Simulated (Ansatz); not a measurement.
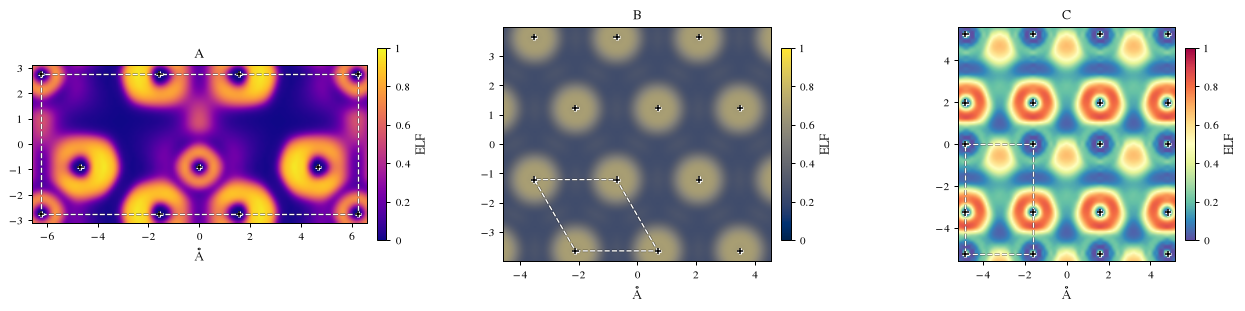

The electron localisation function of 3 systems, each on a plane through atoms (crosses mark nuclei in the plane).

Level of theory: DFT PBE, scalar-relativistic, plane waves, PAW (Ansatz 0.2.0).

System 1: GaN, the (010) plane of the conventional cell. Space group P6₃mc; a generated structure, not necessarily the stable one.

```cif
data_structure
_symmetry_space_group_name_H-M 'P 1'
_symmetry_Int_Tables_number 1
_cell_length_a 3.2180
_cell_length_b 3.2180
_cell_length_c 5.2430
_cell_angle_alpha 90.000
_cell_angle_beta 90.000
_cell_angle_gamma 120.000
_cell_volume 47.02
loop_
_atom_site_label
_atom_site_type_symbol
_atom_site_fract_x
_atom_site_fract_y
_atom_site_fract_z
_atom_site_occupancy
Ga1 Ga 0.33333 0.66667 0.00005 1
Ga2 Ga 0.66667 0.33333 0.50005 1
N1 N 0.33333 0.66667 0.37675 1
N2 N 0.66667 0.33333 0.87675 1
```

System 2: Pt, the (001) plane of the calculation cell. Space group Fm-3m; a generated structure, not necessarily the stable one.

```cif
data_structure
_symmetry_space_group_name_H-M 'P 1'
_symmetry_Int_Tables_number 1
_cell_length_a 2.8063
_cell_length_b 2.8063
_cell_length_c 6.8790
_cell_angle_alpha 90.000
_cell_angle_beta 90.000
_cell_angle_gamma 120.000
_cell_volume 46.92
loop_
_atom_site_label
_atom_site_type_symbol
_atom_site_fract_x
_atom_site_fract_y
_atom_site_fract_z
_atom_site_occupancy
Pt1 Pt 0.00000 0.00000 0.00000 1
Pt2 Pt 0.33333 0.66667 0.33333 1
Pt3 Pt 0.66667 0.33333 0.66667 1
```

System 3: WS$_{2}$, the (110) plane of the conventional cell. Space group P6₃/mmc.

```xyz
6
Lattice="3.1800 0.0000 0.0000 -1.5900 2.7540 0.0000 0.0000 0.0000 12.5000" Properties=species:S:1:pos:R:3 pbc="T T T"
W     0.0000    1.8360    3.1250
W     1.5900    0.9180    9.3750
S     0.0000    1.8360    7.8061
S     1.5900    0.9180    1.5561
S     0.0000    1.8360   10.9439
S     1.5900    0.9180    4.6939
```

Which map belongs to which system?

Answer. Panel A is system 3, WS$_{2}$: the plane holds W and S. W–S (2.42 Å): the ELF peaks at about 0.85 in the valence shell of S, 0.8 Å from its nucleus, and is about 0.50 at the midpoint. Panel B is system 2, Pt: the plane holds Pt. Pt–Pt (2.81 Å): the ELF is about 0.30 at the midpoint (no localised pair shows between them). Panel C is system 1, GaN: the plane holds Ga and N. Ga–N (1.98 Å): the ELF peaks at about 0.85 in the valence shell of N, 0.7 Å from its nucleus, and is about 0.45 at the midpoint.
